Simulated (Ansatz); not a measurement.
The calculation's input:

```
crystal:
  lattice:
    - [3.375311442, 0.0, 0.0]
    - [-1.687655721, 2.9231054544, 0.0]
    - [0.0, 0.0, 12.733901963]
  atoms:
    - { symbol: Mo, position: [0.6666666667, 0.3333333333, 0.2500372131] }
    - { symbol: Mo, position: [0.3333333333, 0.6666666667, 0.7499627869] }
    - { symbol: Se, position: [0.3333333333, 0.6666666667, 0.3815038453] }
    - { symbol: Se, position: [0.6666666667, 0.3333333333, 0.8814286561] }
    - { symbol: Se, position: [0.3333333333, 0.6666666667, 0.1185713439] }
    - { symbol: Se, position: [0.6666666667, 0.3333333333, 0.6184961547] }
basis:
  ecutwfc: 420
kpoints:
  mp_grid: { grid: [12, 12, 2] }
hamiltonian:
  xc: pbe
  dispersion: d3bj
scf:
  occupations: { method: gaussian, width: 0.05 }
output:
  forces: true
  stress: true
  eigenvalues: true
  write_density: true
  write_potential: true
  elf: true
  volumetric_format: npy
```

Command:

```sh
ansatz run input.yaml --threads 2 --pin off --max-ram 5120MiB --backend cpu --events-out ev --progress --plain --runs-dir out
```

Below, planes, directions and counts refer to the conventional cell (a = 3.38 Å, b = 3.38 Å, c = 12.73 Å, α = 90.00°, β = 90.00°, γ = 120.00°).

Space group P6₃/mmc; a structure from a database of computed crystals, not necessarily the ambient phase; changed on purpose from its base cell (strain +0.030 along x and y, +0.000 along z, atoms carried along); not relaxed (largest force 0.5 eV/Å); computed pressure about −6 GPa in this cell; computed without spin polarisation.

Theory: Ansatz 0.2.0, DFT PBE+D3(BJ), scalar-relativistic, plane waves, PAW.

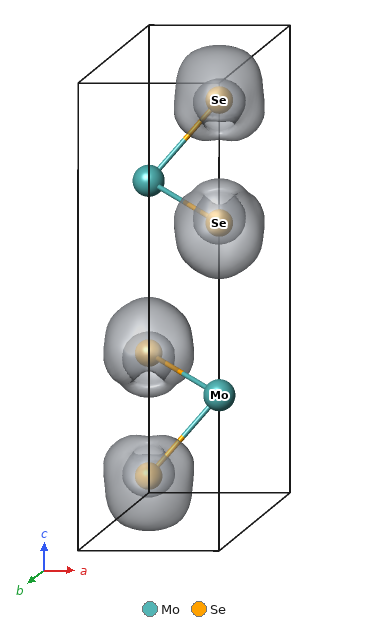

MoSe₂. Isosurface of the ELF at 0.7 (grey), seen at an oblique angle. Core shells and regions of very low density are left out. Sticks mark near contacts.

Question: Where are the electrons localised?

Answer: The ELF exceeds this value in four regions wrapped around Se (the valence shell of each), counted in one cell of 6 atoms. Any copies at cell faces, edges or corners count once. Profiles from the grid: Mo–Se (2.57 Å): the ELF is about 0.50 at the midpoint.

Question: Does the calculation make it a metal, or give it a gap?

Answer: It is gapped, with a Kohn–Sham gap of 0.74 eV on the k-point mesh (the band edges may lie off the mesh, which would make the gap smaller).
